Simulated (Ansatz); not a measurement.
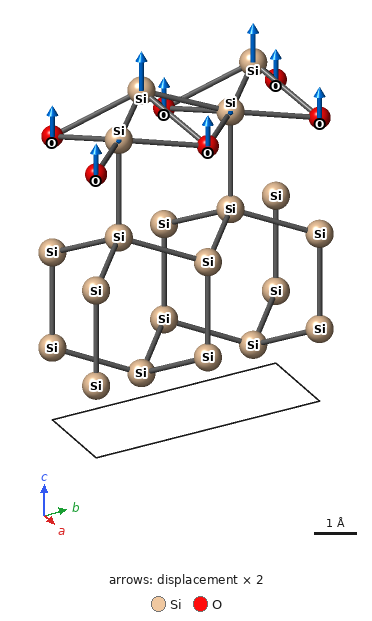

A constrained relaxation of a slab of composition Si6O (cut from the Fd-3m phase). The starting structure is drawn; blue arrows show the displacements, magnified 2 times.

The picture is a ball-and-stick view of the 1 × 2 repeat of the cell, outlined in the plane, without the vacuum, seen slightly off an axis.

Case: O put at a hollow Si-Si site. The slab is the (1 1 1) face of Si with O on it. 3 atoms are held fixed.

These are results of DFT PBEsol, scalar-relativistic, plane waves, PAW (Ansatz), not measurements. Set-up: plane-wave cutoff 420 eV; k-point mesh 9 × 9 × 1; occupations gaussian; smearing width 0.05 eV; collinear spin; dipole correction; atoms relaxed in a fixed cell; force threshold 0.03 eV/Å; at most 70 steps.

### What happened in the run?

Over 8 accepted moves (10 points after the start) the energy falls by 0.247 eV per cell of the calculation. Largest force component: 0.68 eV/Å at the start, 0.015 eV/Å at the end. The line search rejected the trial step at point 7 of the run. 1 step only repeated the SCF at the same geometry. The largest move is that of a Si atom, 0.49 Å along the normal (+c). By element the largest moves are Si 0.49 Å, O 0.38 Å. The lattice vectors keep their values. Near-neighbour distances that change, for instance: Si–Si 2.318 → 2.527 Å, O–Si 2.425 → 2.468 Å, Si–Si 2.412 → 2.371 Å, O–Si 2.239 → 2.222 Å. Bond angles that change, for instance: Si–Si–Si 111.9° → 98.9°.

Limits of the set-up: the periodic images lie only 3.8 Å apart, so the values are limited by the cell's size.
